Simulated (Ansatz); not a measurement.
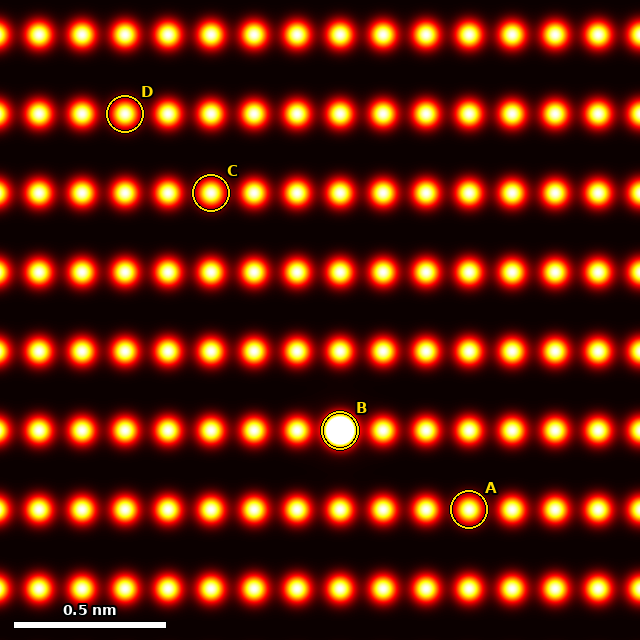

HAADF-like image of Nb (P6_3/mmc, No. 194) along [210]. The image is simulated as a sum over atoms of Z^1.7, blurred by a 0.73 Å probe (no channelling). The probe carries 15 % of its weight in a tail 2.5 times as wide.

The sample is 1 repeat (4.9 Å) thick. One point defect was put into the perfect crystal, without relaxing the atoms around it. Brightness is counted from the darkest point of the image. Host structure: coordinates from a relaxation at fixed volume with Ansatz 0.2.0, DFT HSE06, scalar-relativistic, plane waves, PAW; the starting structure was generated, so it need not be a known form of this composition.

> Which ringed column holds the defect, and does it scatter more or less than its equals?

B; it scatters more. The column holds 1 atom (Nb) through the sample, and one Nb atom is replaced by Ta, so its peak rises to about 270 % of that of its equals.
